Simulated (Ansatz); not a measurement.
# ZnInGaO₄: what the fields show

Input file:

```
crystal:
  lattice:
    - [1.6803268679, 0.9701371695, 8.713405462]
    - [-1.6803268679, 0.9701371695, 8.713405462]
    - [0.0, -1.940274339, 8.713405462]
  atoms:
    - { symbol: Zn, position: [0.218382, 0.218382, 0.218382] }
    - { symbol: In, position: [0.002768, 0.002768, 0.002768] }
    - { symbol: Ga, position: [0.787034, 0.787034, 0.787034] }
    - { symbol: O, position: [0.295143, 0.295143, 0.295143] }
    - { symbol: O, position: [0.711358, 0.711358, 0.711358] }
    - { symbol: O, position: [0.121717, 0.121717, 0.121717] }
    - { symbol: O, position: [0.863599, 0.863599, 0.863599] }
basis:
  ecutwfc: 420
kpoints:
  mp_grid: { grid: [12, 12, 12] }
hamiltonian:
  xc: pbesol
scf:
  occupations: { method: gaussian, width: 0.02 }
output:
  forces: true
  stress: true
  eigenvalues: true
  write_density: true
  write_potential: true
  elf: true
  volumetric_format: npy
relax:
  adjacent_minimum: "off"
  f_tol: 0.005
  max_steps: 80
  cell: { stress_tol: 0.05 }
```

Launched as:

```sh
ansatz run input.yaml --threads 2 --pin off --max-ram 5120MiB --backend cpu --events-out ev --progress --plain --runs-dir out
```

Below, planes, directions and counts refer to the conventional cell (a = 3.31 Å, b = 3.31 Å, c = 25.75 Å, α = 90.00°, β = 90.00°, γ = 120.00°).

The fields are those of the run's last geometry, not of the input's.

Space group R3m; a structure from a database of computed crystals, not necessarily the ambient phase.

Method: DFT PBEsol, scalar-relativistic, plane waves, PAW in Ansatz 0.2.0.

In a PAW calculation such maps are meaningful between the atoms, not at the nuclei.

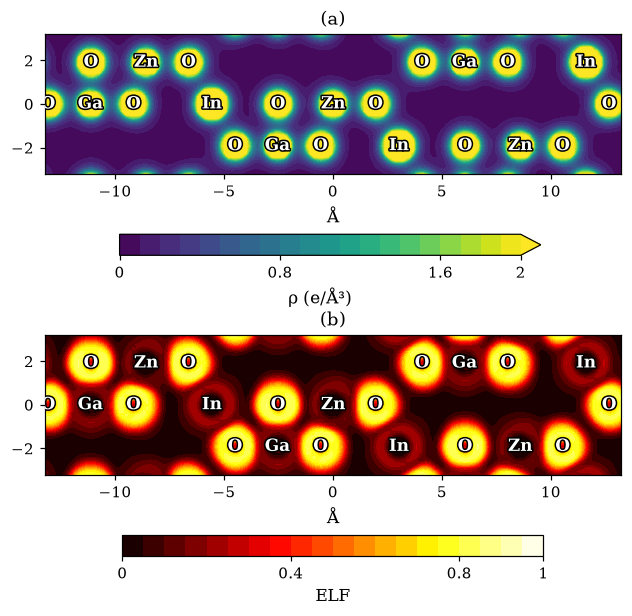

Figure 1. (a) valence electron density; (b) ELF on the (110) plane of the conventional cell.

Question: What do the fields say about this system?

Answer:
- The section cuts through Zn, In, Ga and O sites.
- Ga–O (1.91 Å): ρ at the midpoint is about 0.71 e/Å³; the ELF peaks at about 0.85 in the valence shell of O, 0.6 Å from its nucleus, and is about 0.35 at the midpoint.
- Zn–O (1.97 Å): ρ at the midpoint is about 0.62 e/Å³; the ELF peaks at about 0.85 in the valence shell of O, 0.6 Å from its nucleus, and is about 0.25 at the midpoint; no shared electron pair shows on this line.
- In–O (2.19 Å): ρ at the midpoint is about 0.5 e/Å³; the ELF peaks at about 0.85 in the valence shell of O, 0.6 Å from its nucleus, and is about 0.15 at the midpoint (no localised pair shows between them).
- Ga–O (1.95 Å): ρ at the midpoint is about 0.68 e/Å³; the ELF peaks at about 0.85 in the valence shell of O, 0.6 Å from its nucleus, and is about 0.35 at the midpoint.
- Between the atoms the lowest density in this plane is 0.02 e/Å³.
- The ELF also peaks beside O, away from the bonds: lone-pair regions.

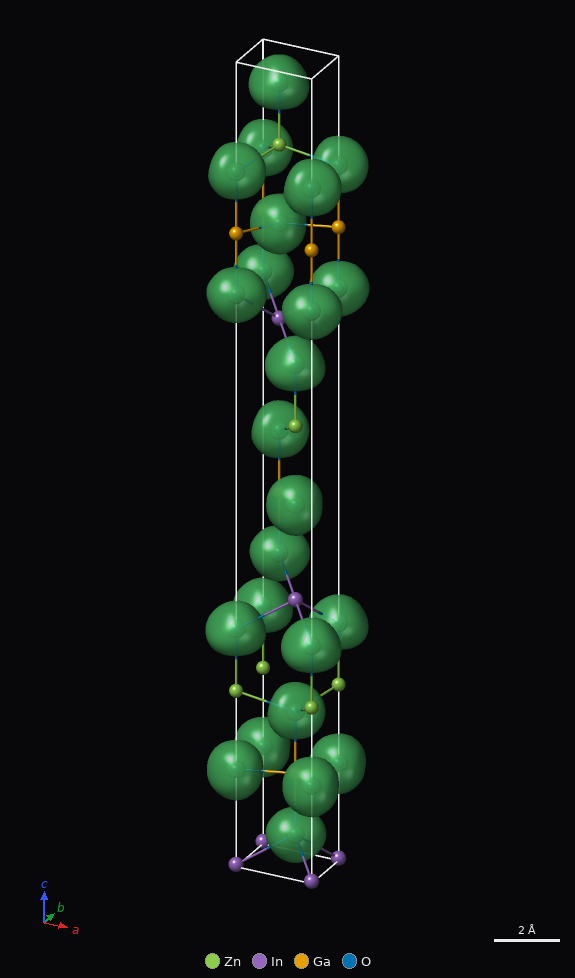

Figure 2. Isosurface of the ELF at 0.6 (green), seen slightly off an axis. Only the valence region is drawn (cores and ρ < 0.01 e/Å³ removed). Sticks mark near contacts.

Question: Describe the localisation domains.

Answer: At this value the surface marks out twelve regions wrapped around O (the valence shell of each), counted in one cell of 21 atoms. Regions shared between cells count once.

Question: Metal or insulator at this level of theory?

Answer: It is gapped, with a Kohn–Sham gap of 1.2 eV on the k-point mesh, an upper bound to the gap of this method.
